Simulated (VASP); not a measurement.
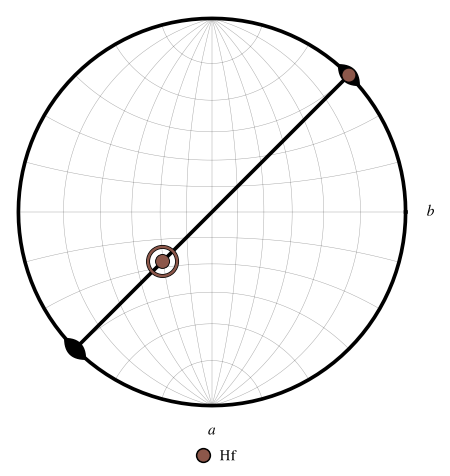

Crystal: HfO₂, the end point of a relaxation with VASP Kohn-Sham DFT of a periodic cell, RPBE with D3, VASP PAW PBE potentials, recommended (VASP). Directions from one oxygen atom at (0.805, 0.195, 1/2) to its bonded neighbours, in stereographic projection down c (filled: above the plane of the page or in it, open: below). Symmetry computed with spglib at a tolerance of 0.002 Å; standard conventional cell.

Neighbours are counted up to 2.68 Å for Hf. The symmetry elements of the site are drawn in: heavy lines are mirror planes (a heavy rim: a mirror in the plane of the page); lens, triangle, square and hexagon are 2-, 3-, 4- and 6-fold axes, a lens in an open square is −4, a triangle in an open hexagon −6; thin dashed diameters join the ends of axes that lie in the page; a small open circle marks inversion.

```
Hf O
1.0
     4.85913    0.00000    0.00000
     0.00000    4.85913    0.00000
     0.00000    0.00000    3.22503
Hf O
2 4
Cartesian
  2.4296 2.4296 1.6125
  0.0000 0.0000 0.0000
  3.9117 0.9474 1.6125
  3.3770 3.3770 0.0000
  1.4821 1.4821 0.0000
  0.9474 3.9117 1.6125
```

Question: How many neighbours are there, and at what angles?

Answer: 3: 3 Hf at 2.10 Å. Angles between bonds: 101° (1×), 130° (2×).

Question: What is the site's symmetry in the crystal?

Answer: Point group mm2 (C2v), order 4: one twofold axis, two mirror planes. In No. 136, P4_2/mnm this is Wyckoff position 4f.
